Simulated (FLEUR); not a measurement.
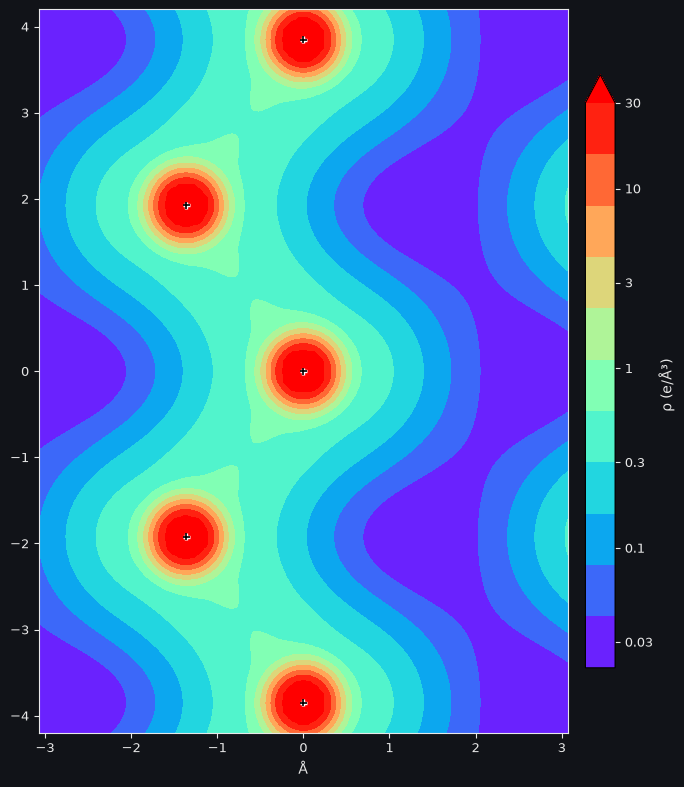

The total electron density on a plane through atoms (crosses mark nuclei in the plane).

Computed with Kohn-Sham DFT of a periodic cell, PBE, all-electron in FLEUR.

Candidates:
A. Cu, a = 2.89 Å, b = 2.89 Å, c = 2.75 Å, α = 90.00°, β = 90.00°, γ = 90.00°. Space group I4/mmm; a structure from a database of computed crystals, not necessarily the ambient phase.
B. Ru, a = 2.71 Å, b = 2.71 Å, c = 4.28 Å, α = 90.00°, β = 90.00°, γ = 120.00°. Space group P6₃/mmc.
C. Si, a = 5.44 Å, b = 5.44 Å, c = 5.44 Å, α = 90.00°, β = 90.00°, γ = 90.00°. Space group Fd-3m; a structure from a database of computed crystals, not necessarily the ambient phase.

Question: Which system is this?

Answer: Candidate C: Si on the (011) plane of the conventional cell, which holds Si. Si–Si (2.36 Å): ρ at the midpoint is about 0.57 e/Å³.
